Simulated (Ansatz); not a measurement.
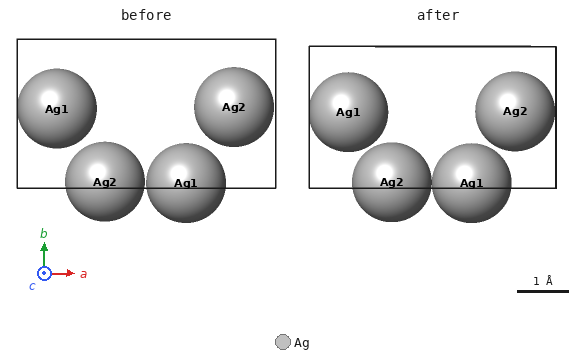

The structure of solid Ag (set up in P-1) before (left) and after (right) a relaxation, at one scale.

Style: spheres-only. Shown: the conventional cell (2 times the calculation's cell), along the c axis. Lengths and directions refer to the drawn axes.

Computed with Ansatz 0.2.0, DFT, LDA, all-electron LAPW, scalar-relativistic; changed: relax.max_steps = 2, scf.max_iter = 100.

The input:
```yaml
crystal:
  lattice:
    - [2.93, 0.0, 0.0]
    - [-1.465, 2.5374544331, 0.0]
    - [0.0, 0.0, 4.79]
  atoms:
    - { symbol: Ag, position: [0.3065772933, 0.6877596967, 0.27042034] }
    - { symbol: Ag, position: [0.6785102567, 0.3834255733, 0.75702979] }
kpoints:
  mp_grid: { grid: [9, 9, 5] }
scf:
  occupations: { method: fermi_dirac, width: 0.05 }
  max_iter: 100
hamiltonian:
  xc: lda
  pseudopotentials: { kind: all_electron, lapw: { basis_error: 0.001 } }
output:
  forces: true
  stress: true
relax:
  f_tol: 0.01
  max_steps: 2
  cell: {}
```

Run as
```bash
ansatz run input.yaml --threads 1 --pin off --max-ram 2048MiB --backend cpu --events-out ev --progress --plain --runs-dir out
```

What changed between the two?

The relaxation stopped without meeting its thresholds, so the last structure isn't shown to be converged. The input was poor on purpose: too few relaxation steps. The largest moves relative to the cell, 0.050 Å, are those of Ag1 and Ag2. Ag2 goes roughly along [−1 0 2]. The volume changes by −12.7 %, with a 5.075 → 4.848 Å (−4.5 %), b 2.930 → 2.788 Å (−4.9 %), c 4.790 → 4.601 Å (−3.9 %). Among the contacts that change: Ag1–Ag2 3.028 → 2.809 Å, Ag1–Ag2 (another image) 3.000 → 2.794 Å, Ag1–Ag2 (another image) 2.931 → 2.765 Å, Ag1–Ag1 2.930 → 2.794 Å. The space group stays P-1 (No. 2). The energy falls by 0.138 eV per cell of the calculation in 1 geometry step. The largest force component goes from 0.25 to 0.21 eV/Å. The pressure goes from −10.77 to 4.51 GPa.
